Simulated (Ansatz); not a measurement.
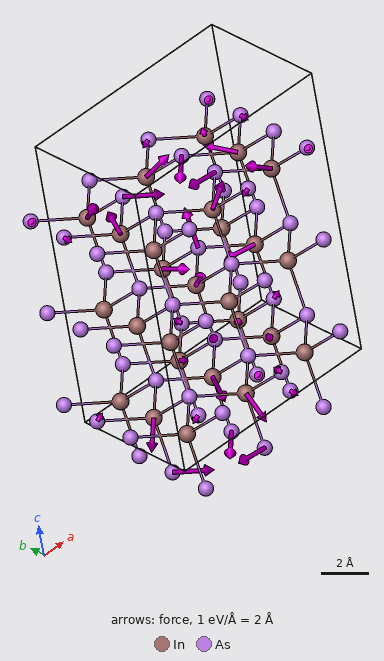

Starting geometry of a defect cell of composition In$_{26}$As$_{27}$ (cell charge −3) with the computed forces as purple arrows. The picture is a ball-and-stick view of the cell of the calculation (origin shifted), seen slightly off an axis.

All numbers below come from Ansatz, DFT, PBE, plane-wave PAW, default files, scalar-relativistic. Settings: plane-wave cutoff 420 eV; k-point mesh 2 × 2 × 2; occupations fermi dirac; smearing width 0.01 eV; no spin polarisation; atoms relaxed in a fixed cell; force threshold 0.03 eV/Å; at most 40 steps.

### Is this structure relaxed? If not, where do the atoms go?

It isn't relaxed: the largest force vector, on As atoms, is 0.98 eV/Å. The atoms end up moving mostly along the starting forces (cosine between the two patterns 0.88). The largest moves, 0.47 Å, are those of As atoms. Largest moves by element: As 0.47 Å, In 0.18 Å. The cell stays as it was. Near-neighbour distances that change, for instance: As–In 2.614 → 2.659 Å, As–In 2.614 → 2.629 Å. Among the angles between lasting bonds that change: As–In–As 109.5° → 123.9°, In–As–In 109.5° → 98.0°, In–As–In 109.5° → 118.4°. The energy falls by 1.843 eV per cell of the calculation in 3 accepted moves (4 points after the start). The largest force component goes from 0.67 to 0.026 eV/Å. 1 step only repeated the SCF at the same geometry. Cost: 5.3 min on 4 threads of Arm Neoverse V1, with other jobs on the host, peak memory 6.2 GiB.

Limits of the set-up: the cell is charged, on a uniform background, and energies carry no finite-size correction.
